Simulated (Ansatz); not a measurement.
**AlNi3: density, localisation and related maps**

```cif
data_structure
_symmetry_space_group_name_H-M 'P 1'
_symmetry_Int_Tables_number 1
_cell_length_a 5.6038
_cell_length_b 5.6038
_cell_length_c 5.6038
_cell_angle_alpha 90.000
_cell_angle_beta 90.000
_cell_angle_gamma 90.000
_cell_volume 175.97
loop_
_atom_site_label
_atom_site_type_symbol
_atom_site_fract_x
_atom_site_fract_y
_atom_site_fract_z
_atom_site_occupancy
Ni1 Ni 0.75000 0.25000 0.25000 1
Ni2 Ni 0.25000 0.75000 0.25000 1
Ni3 Ni 0.25000 0.25000 0.75000 1
Ni4 Ni 0.75000 0.75000 0.75000 1
Ni5 Ni 0.00000 0.00000 0.00000 1
Ni6 Ni 0.50000 0.50000 0.00000 1
Ni7 Ni 0.50000 0.00000 0.50000 1
Ni8 Ni 0.00000 0.50000 0.50000 1
Ni9 Ni 0.25000 0.25000 0.25000 1
Ni10 Ni 0.75000 0.75000 0.25000 1
Ni11 Ni 0.75000 0.25000 0.75000 1
Ni12 Ni 0.25000 0.75000 0.75000 1
Al1 Al 0.50000 0.00000 0.00000 1
Al2 Al 0.00000 0.50000 0.00000 1
Al3 Al 0.00000 0.00000 0.50000 1
Al4 Al 0.50000 0.50000 0.50000 1
```

Space group Fm-3m; a structure from a database of computed crystals, not necessarily the ambient phase; computed pressure about 10 GPa in this cell; spin-polarised.

Theory: Kohn-Sham DFT of a periodic cell, PBEsol, Ansatz PAW (Ansatz 0.2.0).

Core electrons are frozen (PAW), and the valence fields are smoothed inside the atomic spheres.

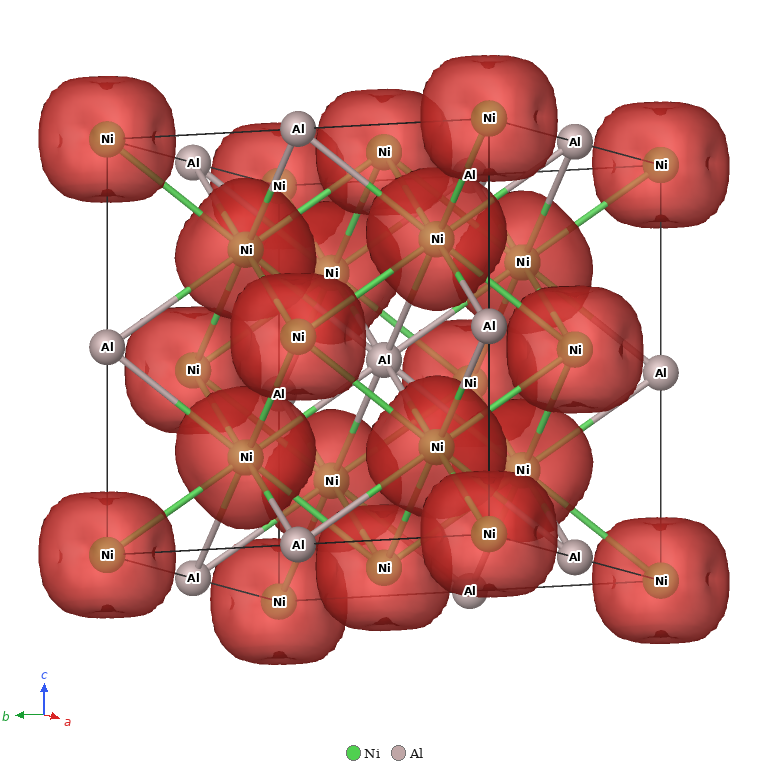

Figure 1. Isosurface of the spin density at +0.04 e/Å³ (red), seen at an oblique angle. Sticks mark near contacts.

> Where is the spin, and how is it ordered?

The spin density sits on Ni: +1.2 μB (×4) and +1.1 μB (×8) in one cell of 16 atoms, with smaller moments on Al (up to +0.11 μB): parallel main moments (a ferromagnetic arrangement) in this solution. The cell of the calculation (4 atoms) carries 3.8 μB of net spin moment.

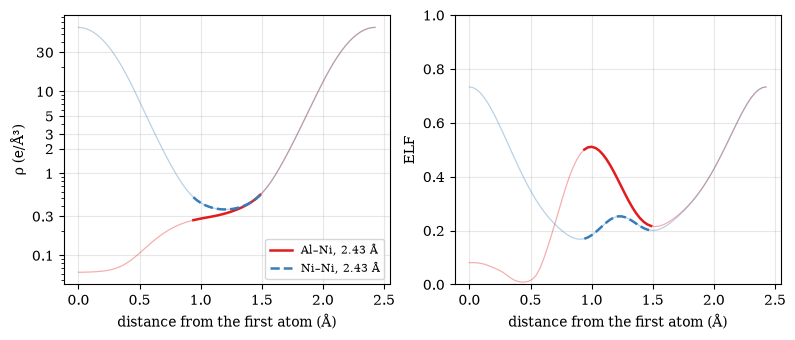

Figure 2. Valence electron density and electron localisation function along straight lines between neighbouring atoms. Thin, pale parts lie inside the atomic spheres.

> Compare the contacts.

Al–Ni (2.43 Å): the density is about 0.33 e/Å³ at the midpoint; the ELF is about 0.40 at the midpoint.
Ni–Ni (2.43 Å): the density is about 0.36 e/Å³ at the midpoint; the ELF is about 0.25 at the midpoint; no shared electron pair shows on this line.

> Does the calculation give a band gap?

It is gapless in this calculation (a metal or semimetal).
